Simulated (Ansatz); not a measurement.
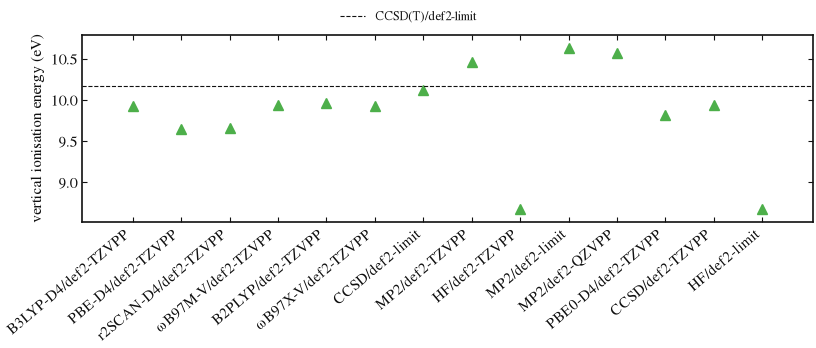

Vertical ionisation energy of C₃H₆O, SMILES CCC=O, taken as the energy of the cation less that of the neutral at fixed geometry (unrestricted doublet cation, cores frozen in correlated methods, no spin-orbit coupling), the Ansatz code 0.2.0, at a PBE0-D4/def2-TZVP geometry (a minimum by its frequencies). Limit means an estimate of the basis limit from triple and quadruple zeta; for coupled cluster it is either extrapolated directly or built as the MP2 limit plus the step from MP2 in triple zeta. B2PLYP/def2-TZVPP holds a correlation term that converges slowly with the basis, so part of the distance to the limit is basis error. The distance of MP2/def2-TZVPP, MP2/def2-QZVPP and CCSD/def2-TZVPP to the limit includes basis error.

What range do the values span, the line included?

Answer. From 8.67 eV (HF/def2-TZVPP) to 10.64 eV (MP2/def2-limit).

Give the values.

Answer.
| level | eV | less CCSD(T)/def2-limit |
| --- | --- | --- |
| B3LYP-D4/def2-TZVPP | 9.92 | −0.24 |
| PBE-D4/def2-TZVPP | 9.65 | −0.51 |
| r2SCAN-D4/def2-TZVPP | 9.66 | −0.50 |
| ωB97M-V/def2-TZVPP | 9.94 | −0.22 |
| B2PLYP/def2-TZVPP | 9.96 | −0.20 |
| ωB97X-V/def2-TZVPP | 9.93 | −0.23 |
| CCSD/def2-limit | 10.11 | −0.05 |
| MP2/def2-TZVPP | 10.47 | 0.30 |
| HF/def2-TZVPP | 8.67 | −1.49 |
| MP2/def2-limit | 10.64 | 0.47 |
| MP2/def2-QZVPP | 10.56 | 0.40 |
| PBE0-D4/def2-TZVPP | 9.82 | −0.34 |
| CCSD/def2-TZVPP | 9.94 | −0.22 |
| HF/def2-limit | 8.67 | −1.49 |
| CCSD(T)/def2-limit | 10.16 | 0.00 |

Caveats, for all or some of the runs: one conformer of a flexible molecule.
